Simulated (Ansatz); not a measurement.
Given this structure:

```yaml
crystal:
  lattice:
    - [6.06146, 0.00000, 0.00000]
    - [0.00000, 6.06146, 0.00000]
    - [0.00000, 0.00000, 6.06146]
  atoms:
    - { symbol: Sn, position: [0.50000, 0.50000, 0.50000] }
    - { symbol: Sn, position: [0.00000, 0.00000, 0.00000] }
    - { symbol: Sn, position: [0.25000, 0.00000, 0.50000] }
    - { symbol: Sn, position: [0.50000, 0.25000, 0.00000] }
    - { symbol: Sn, position: [0.50000, 0.75000, 0.00000] }
    - { symbol: Sn, position: [0.75000, 0.00000, 0.50000] }
    - { symbol: Sn, position: [0.00000, 0.50000, 0.75000] }
    - { symbol: Sn, position: [0.00000, 0.50000, 0.25000] }
```

What crystal do these data define?

The element is tin. Its lattice is primitive cubic, its space group Pm-3n (No. 223). This arrangement goes by the name β-tungsten (A15) type. The cell holds eight atoms. Taking every contact within bonding distance, one finds Sn 6 to 12 (mean 7.5).

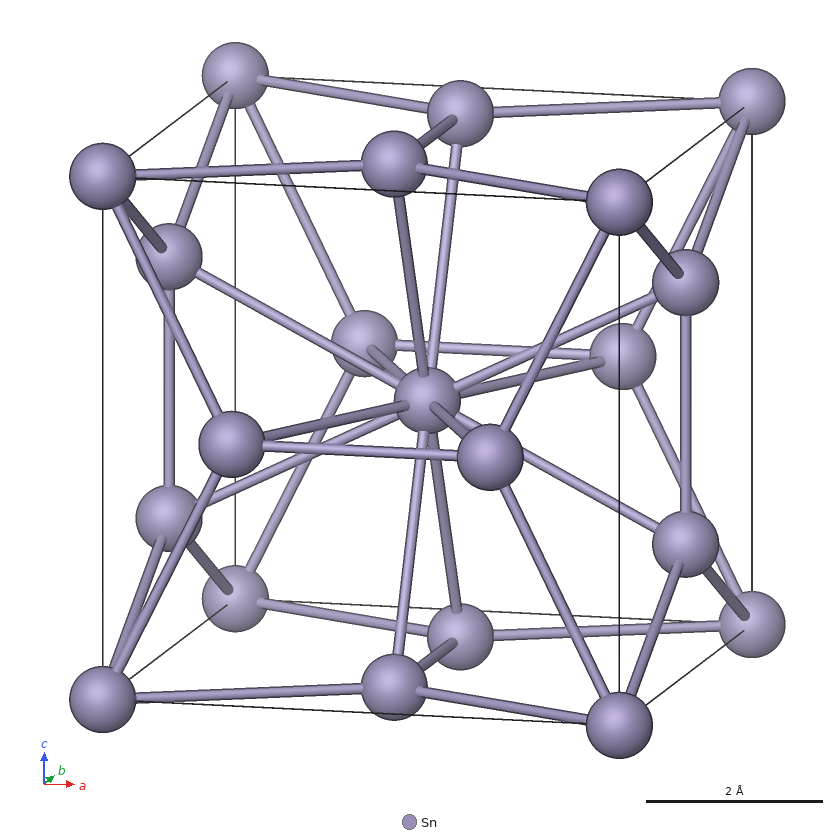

View slightly off an axis, drawn as a ball-and-stick model. The box is the conventional unit cell; atoms on or close to its faces, edges and corners are drawn wherever they repeat. Colours: tin purple.

Origin of the cell: a textbook structure type filled with this element (whether it is the usual form wasn't checked). It is drawn as it came out of a relaxation with DFT r2SCAN, scalar-relativistic, plane waves, PAW (Ansatz).
